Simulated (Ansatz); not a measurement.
# Run report: Hf$_{5}$S$_{9}$, single-point calculation (part 2 of 2)

Hf$_{5}$S$_{9}$ (defect cell, 28 atoms in the cell); DFT, revPBE, dispersion d3bj, plane waves, PAW, no spin polarisation (Ansatz 0.2.0); cutoff 420 eV, 2×2×2 k-mesh, Gaussian smearing of 0.01 eV. The structure derives from a Materials Project entry.

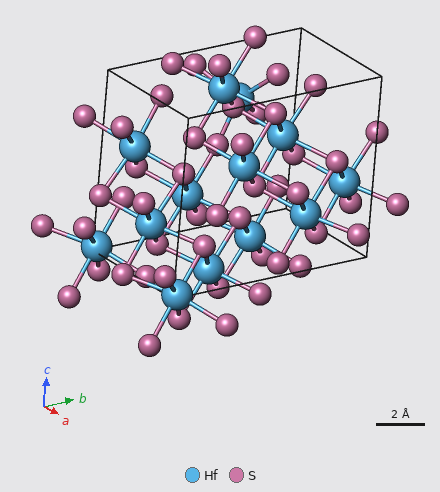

**Figure 1.** The input geometry (ball-and-stick view of the cell of the calculation, seen slightly off an axis; bonded neighbours outside the cell are drawn too). An atom can appear more than once, as a periodic image.

## Output, continued
```
  k-point 1: bands = ["-51.2818", "-51.1923", "-51.1858", "-51.1847", "-51.1212", "-51.1151", "-51.1139", "-51.1083", "-51.0885", "-51.0801", "-20.1234", "-20.0963", "-20.0918", "-19.9757", "-19.9459", "-19.9311", "-19.9224", "-19.9156", "-19.8984", "-19.8890", "-19.8572", "-19.8466", "-19.8342", "-19.8289", "-19.8140", "-19.7997", "-19.7980", "-19.7869", "-19.7792", "-19.7752", "-19.7679", "-19.7669", "-19.7593", "-19.7564", "-19.7489", "-19.7432", "-19.7370", "-19.7224", "-19.7153", "-19.7098",
      "-2.8024", "-2.4324", "-2.3186", "-2.2384", "-1.8517", "-1.6013", "-1.5837", "-1.5551", "-1.4119", "-1.3485", "-1.3353", "-1.3173", "-1.3131", "-1.2812", "-1.2801", "-1.2603", "-1.2379", "-1.2355", "-1.2133", "-1.2081", "-1.2070", "-1.1944", "-1.1896", "-1.1878", "-1.1661", "-1.1299", "-1.1267", "-1.1258", "-1.1237", "-1.1234", "-1.1217", "-1.1183", "-1.1139", "-1.1113", "-1.1104", "-1.1016", "-1.1005", "-1.0950", "-1.0932", "-1.0875",
      "-1.0844", "-1.0725", "-1.0655", "-1.0643", "-1.0630", "-1.0608", "-1.0581", "-1.0570", "-1.0562", "-1.0540", "-1.0516", "-1.0512", "-1.0503", "-1.0484", "-1.0469", "-1.0463", "-1.0456", "-1.0430", "-1.0419", "-1.0405", "-1.0381", "-1.0358", "-1.0324", "-1.0305", "-1.0292", "-1.0268", "-1.0246", "-1.0217", "-1.0197", "-1.0175", "-1.0156", "-1.0144", "-1.0089", "-1.0071", "-1.0062", "-0.9823", "-0.9649", "-0.9592", "-0.9351", "-0.8855",
      "-0.8713", "-0.8130", "-0.7472", "-0.7310", "-0.7279", "-0.6630", "-0.6498", "-0.5747", "5.1878", "5.5726", "5.7534", "5.8035", "5.8908", "5.9228", "6.2341", "6.3062", "6.3418", "6.4804", "6.5440", "6.6962", "6.7303", "6.9411", "6.9504", "7.0143", "7.2499", "7.2663", "7.4263", "7.4600", "7.5407", "7.6267", "7.7765", "7.8398", "7.8941", "7.9458", "7.9846", "8.0087", "8.0797", "8.1235", "8.1466", "8.2239",
      "8.2344", "8.2978", "8.3482", "8.3693", "8.4428", "8.6057", "8.6509", "8.6652", "8.8108", "8.8955", "9.0087", "9.0462", "9.0781", "9.1323", "9.2184", "9.2647", "9.4134", "9.5237", "9.6278", "9.7094", "9.8373", "10.1488", "11.4224", "12.0391", "12.1022", "12.2087", "12.3678", "12.4204", "12.4778", "12.7635", "12.7982", "13.0019", "13.0872", "13.2597", "13.3305", "13.4152", "13.4831", "13.7409", "13.8578", "13.9293",
      "14.0769", "14.2535", "14.3818", "14.5432", "14.5624", "14.6931", "14.7136", "14.7789", "14.9134", "14.9372", "14.9955", "15.0665", "15.0759"]
  k-point 2: bands = ["-51.2818", "-51.1923", "-51.1857", "-51.1847", "-51.1212", "-51.1151", "-51.1140", "-51.1083", "-51.0885", "-51.0801", "-20.1234", "-20.0964", "-20.0918", "-19.9752", "-19.9453", "-19.9325", "-19.9236", "-19.9161", "-19.8983", "-19.8872", "-19.8570", "-19.8471", "-19.8328", "-19.8260", "-19.8164", "-19.8006", "-19.7990", "-19.7888", "-19.7784", "-19.7728", "-19.7676", "-19.7669", "-19.7614", "-19.7559", "-19.7489", "-19.7425", "-19.7355", "-19.7253", "-19.7168", "-19.7072",
      "-2.8024", "-2.4324", "-2.3177", "-2.2395", "-1.8518", "-1.6013", "-1.5832", "-1.5553", "-1.4115", "-1.3489", "-1.3349", "-1.3176", "-1.3130", "-1.2810", "-1.2799", "-1.2605", "-1.2379", "-1.2360", "-1.2133", "-1.2082", "-1.2069", "-1.1944", "-1.1895", "-1.1879", "-1.1663", "-1.1299", "-1.1268", "-1.1257", "-1.1236", "-1.1233", "-1.1218", "-1.1182", "-1.1139", "-1.1113", "-1.1105", "-1.1016", "-1.1005", "-1.0950", "-1.0934", "-1.0874",
      "-1.0839", "-1.0731", "-1.0662", "-1.0643", "-1.0621", "-1.0604", "-1.0581", "-1.0565", "-1.0550", "-1.0536", "-1.0530", "-1.0514", "-1.0500", "-1.0481", "-1.0467", "-1.0456", "-1.0449", "-1.0432", "-1.0417", "-1.0412", "-1.0395", "-1.0348", "-1.0328", "-1.0325", "-1.0308", "-1.0267", "-1.0242", "-1.0216", "-1.0196", "-1.0162", "-1.0156", "-1.0139", "-1.0093", "-1.0065", "-1.0051", "-0.9818", "-0.9646", "-0.9605", "-0.9369", "-0.8862",
      "-0.8701", "-0.8134", "-0.7477", "-0.7302", "-0.7275", "-0.6641", "-0.6493", "-0.5745", "5.1882", "5.5729", "5.7537", "5.8025", "5.8913", "5.9215", "6.2362", "6.3065", "6.3396", "6.4783", "6.5443", "6.6963", "6.7322", "6.9412", "6.9521", "7.0132", "7.2517", "7.2656", "7.4270", "7.4591", "7.5408", "7.6277", "7.7760", "7.8401", "7.8942", "7.9443", "7.9842", "8.0063", "8.0781", "8.1239", "8.1473", "8.2231",
      "8.2357", "8.2995", "8.3475", "8.3693", "8.4421", "8.6062", "8.6498", "8.6684", "8.8076", "8.8957", "9.0072", "9.0443", "9.0809", "9.1332", "9.2189", "9.2671", "9.4133", "9.5231", "9.6278", "9.7103", "9.8367", "10.1489", "11.4209", "12.0370", "12.1065", "12.2070", "12.3699", "12.4202", "12.4761", "12.7668", "12.7977", "12.9998", "13.0882", "13.2572", "13.3278", "13.4121", "13.4899", "13.7399", "13.8592", "13.9306",
      "14.0750", "14.2443", "14.3893", "14.5420", "14.5633", "14.6894", "14.7109", "14.7853", "14.9103", "14.9384", "14.9976", "15.0673", "15.0775"]
  k-point 3: bands = ["-51.2818", "-51.1923", "-51.1858", "-51.1847", "-51.1212", "-51.1151", "-51.1139", "-51.1083", "-51.0885", "-51.0801", "-20.1235", "-20.0961", "-20.0919", "-19.9698", "-19.9454", "-19.9400", "-19.9258", "-19.9215", "-19.8911", "-19.8868", "-19.8588", "-19.8356", "-19.8297", "-19.8240", "-19.8222", "-19.8086", "-19.7975", "-19.7934", "-19.7773", "-19.7722", "-19.7685", "-19.7648", "-19.7576", "-19.7516", "-19.7471", "-19.7449", "-19.7416", "-19.7266", "-19.7204", "-19.7021",
      "-2.8026", "-2.4341", "-2.3044", "-2.2522", "-1.8524", "-1.6016", "-1.5786", "-1.5566", "-1.4109", "-1.3460", "-1.3381", "-1.3169", "-1.3121", "-1.2830", "-1.2799", "-1.2622", "-1.2381", "-1.2351", "-1.2132", "-1.2082", "-1.2067", "-1.1938", "-1.1897", "-1.1885", "-1.1671", "-1.1299", "-1.1268", "-1.1258", "-1.1237", "-1.1234", "-1.1218", "-1.1182", "-1.1142", "-1.1107", "-1.1105", "-1.1017", "-1.1012", "-1.0958", "-1.0930", "-1.0865",
      "-1.0857", "-1.0690", "-1.0649", "-1.0630", "-1.0617", "-1.0605", "-1.0579", "-1.0564", "-1.0554", "-1.0548", "-1.0522", "-1.0512", "-1.0478", "-1.0469", "-1.0465", "-1.0458", "-1.0453", "-1.0433", "-1.0424", "-1.0413", "-1.0387", "-1.0352", "-1.0338", "-1.0323", "-1.0299", "-1.0272", "-1.0254", "-1.0200", "-1.0184", "-1.0172", "-1.0155", "-1.0139", "-1.0100", "-1.0065", "-1.0037", "-0.9841", "-0.9685", "-0.9593", "-0.9379", "-0.8883",
      "-0.8699", "-0.8125", "-0.7525", "-0.7317", "-0.7200", "-0.6653", "-0.6493", "-0.5739", "5.1887", "5.5709", "5.7572", "5.8014", "5.8951", "5.9189", "6.2397", "6.3106", "6.3303", "6.4724", "6.5432", "6.6957", "6.7341", "6.9420", "6.9574", "7.0108", "7.2541", "7.2712", "7.4321", "7.4508", "7.5388", "7.6287", "7.7745", "7.8382", "7.8998", "7.9499", "7.9782", "7.9970", "8.0699", "8.1292", "8.1494", "8.2236",
      "8.2388", "8.3057", "8.3475", "8.3652", "8.4388", "8.6104", "8.6533", "8.6815", "8.8021", "8.8958", "8.9953", "9.0334", "9.0850", "9.1403", "9.2159", "9.2721", "9.4121", "9.5190", "9.6278", "9.7129", "9.8376", "10.1474", "11.4228", "12.0270", "12.1065", "12.2054", "12.3758", "12.4187", "12.4715", "12.7840", "12.8131", "12.9885", "13.0912", "13.2456", "13.3300", "13.4012", "13.5096", "13.7384", "13.8592", "13.9133",
      "14.0778", "14.2212", "14.4136", "14.5540", "14.5567", "14.6874", "14.7069", "14.7876", "14.9034", "14.9388", "14.9963", "15.0751", "15.0786"]
```

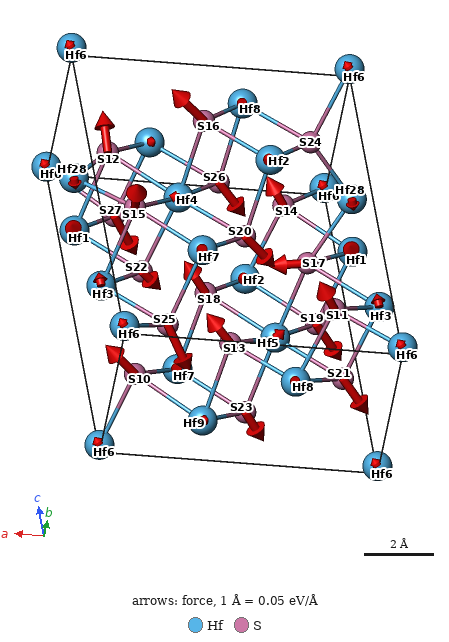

**Figure 2.** Forces on the atoms as red arrows (ball-and-stick view of the cell of the calculation, seen at an oblique angle; atoms are numbered from 1 in the order of the input); the smallest are left out. The largest act on S16, S19, S25, S27 (0.08 eV/Å); S10, S15, S20, S21, S26 (0.07 eV/Å); S12, S13, S18 (0.07 eV/Å); S11, S17, S23 (0.06 eV/Å), among others. The geometry is not a stationary point of this energy.

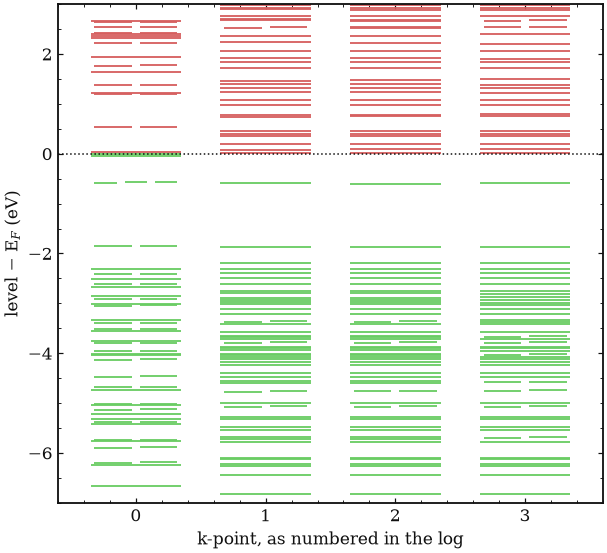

**Figure 3.** Kohn–Sham levels near the Fermi level (dotted) at the few k-points that the log prints; levels within 0.02 eV of each other stand side by side. The system is metallic on the full mesh.

## Summary

| quantity | value |
| --- | --- |
| outcome | converged |
| electrons treated | 368 |
| free energy | −173643.9047 eV |
| Fermi energy | 12.019 eV |
| gap on the k-point mesh | none (metallic) |
| largest force (length of the vector) | 0.083 eV/Å |
| hardware | 4 threads of Arm Neoverse V1, 24 GiB of memory available, shared host |
| wall time | 30 s (CPU time 2 min) |
| peak memory | 2.4 GiB |

Settings chosen away from the usual ones: hamiltonian.xc set to revpbe (from pbe); basis.ecutwfc removed. Spin–orbit coupling is left out, which matters for Hf.
